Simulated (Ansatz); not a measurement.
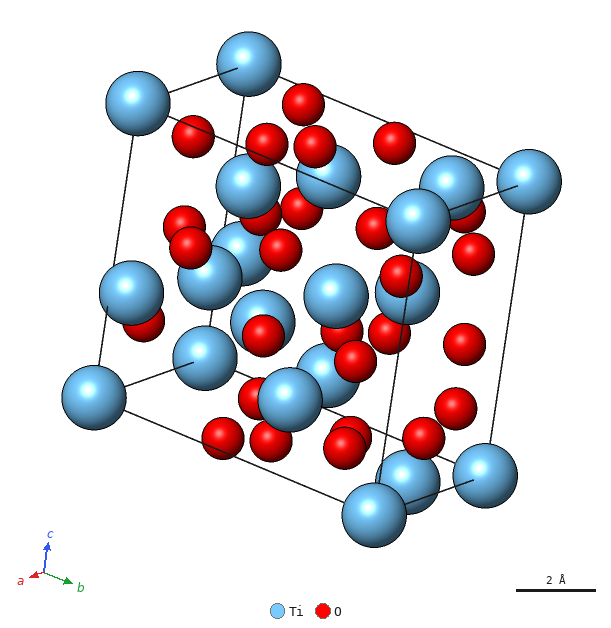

Spheres-only representation of a periodic structure, projected slightly off an axis. Atoms at the boundary of the simulation cell (the box) are drawn once for each face, edge or corner they touch.

The material is Ti$_{11}$O$_{19}$. Apart from translations it has no symmetry (space group P1). Cell content: 11 Ti, 19 O, that is 1 formula unit.

It derives from a structure listed in the Materials Project, repeated into a supercell with a point defect put in. Earlier steps of the study, as a rule a relaxation of our own, may have changed the cell and positions, so they can lie some per cent off the listed ones. It was set up as input for a calculation with Ansatz.
